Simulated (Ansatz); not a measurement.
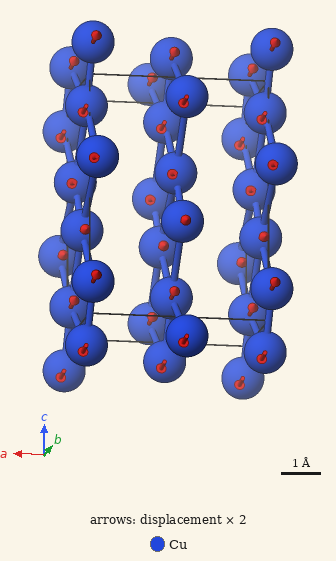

A relaxation of solid Cu (built on the iodine_64 type) (coarse preliminary run). The starting structure is drawn; red arrows show the displacements (the part carried along by the change of the cell is left out), 2 times their true length.

A ball-and-stick model of the conventional cell (2 times the calculation's cell), seen from a free direction. Lengths and directions refer to the drawn axes.

Case: iodine type (Cmce, No. 64).

Computed with Ansatz 0.2.0, DFT PBEsol, scalar-relativistic, plane waves, PAW. Settings: plane-wave cutoff 420 eV; k-point mesh 6 × 6 × 4; occupations gaussian; smearing width 0.1 eV; no spin polarisation; cell and atoms relaxed; force threshold 0.04 eV/Å; at most 70 steps.

Question: Describe the change and its energy.

Answer: Over 10 accepted moves (12 points after the start) the energy falls by 1518 meV per atom. The largest force component goes from 9.3 to 0.00068 eV/Å. The pressure goes from 39.94 to 0.00 GPa. At 2 points the geometry stayed and the basis and grid were re-selected for the new cell (energy shift of 5.4 meV per atom at most each time). The largest moves relative to the cell, 0.37 Å, are those of Cu atoms. Cell: a 4.760 → 3.613 Å (−24.1 %), b 3.146 → 3.617 Å (+15.0 %), c 6.416 → 6.953 Å (+8.4 %). Volume −5.4 %. Among the contacts that change: Cu–Cu 1.773 → 2.509 Å, Cu–Cu 2.929 → 2.507 Å, Cu–Cu 2.883 → 2.507 Å, Cu–Cu 2.853 → 2.556 Å. Bond angles that change, for instance: Cu–Cu–Cu 105.2° → 87.7°, Cu–Cu–Cu 167.0° → 180.0°, Cu–Cu–Cu 169.5° → 180.0°. The space group (tolerance 0.01 Å) goes from Cmce (No. 64) to I4/mmm (No. 139). The run took of the order of 80 core-seconds on a shared host.
